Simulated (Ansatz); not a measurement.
Input

```
crystal:
  lattice:
    - [0.0, -2.0522097487, -2.0522097487]
    - [0.0, 2.0522097487, -2.0522097487]
    - [4.1044194972, 0.0, 0.0]
  atoms:
    - { symbol: Al, position: [0.5115952475, 0.4884047525, 0.0] }
    - { symbol: Al, position: [-0.0115952475, 0.0115952475, 0.5] }
    - { symbol: "N", position: [0.4957933423, 0.5042066577, 0.5] }
    - { symbol: "N", position: [0.0042066577, 0.9957933423, 0.0] }
basis:
  ecutwfc: 520.0
kpoints:
  mp_grid: { grid: [8, 8, 6] }
hamiltonian:
  xc: pbe
  pseudopotentials: { kind: paw }
scf:
  occupations: { method: gaussian, width: 0.05 }
output:
  forces: true
  stress: true
  eigenvalues: true
  write_density: true
  write_potential: true
  elf: true
  volumetric_format: npy
```

Command:

```sh
ansatz run input.yaml --threads 1 --pin off --max-ram 2048MiB --backend cpu --events-out ev --progress --plain --runs-dir out
```

Below, planes, directions and counts refer to the conventional cell (a = 4.10 Å, b = 4.10 Å, c = 4.10 Å, α = 90.00°, β = 90.00°, γ = 90.00°).

Space group Cmcm; a structure from a database of computed crystals, not necessarily the ambient phase; changed on purpose from its base cell (mode 4 frozen in at -0.047 Å, equal normal strain along x, y and z +0.0083); not relaxed (largest force 0.4 eV/Å); computed pressure about −6 GPa in this cell.

The calculation used Ansatz, DFT PBE, scalar-relativistic, plane waves, PAW.

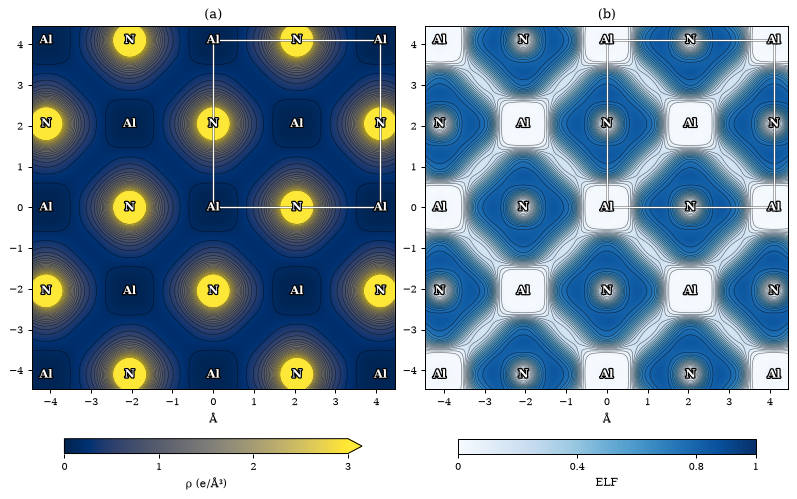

AlN. (a) valence pseudo-density; (b) ELF on the (010) plane of the conventional cell.

The density is the valence pseudo-density of a PAW calculation; it isn't the true density close to the nuclei.

What do the fields say about this system?

Answer.
- Atoms in the plane: Al and N.
- Al–N (2.05 Å): the density is about 0.5 e/Å³ at the midpoint; the ELF peaks at about 0.85 in the valence shell of N, 0.8 Å from its nucleus, and is about 0.80 at the midpoint.
- Between the atoms the lowest density in this plane is 0.2 e/Å³.

Does the calculation give a band gap?

Answer. It is gapped, with a Kohn–Sham gap of 4.2 eV on the k-point mesh, an upper bound to the gap of this method.
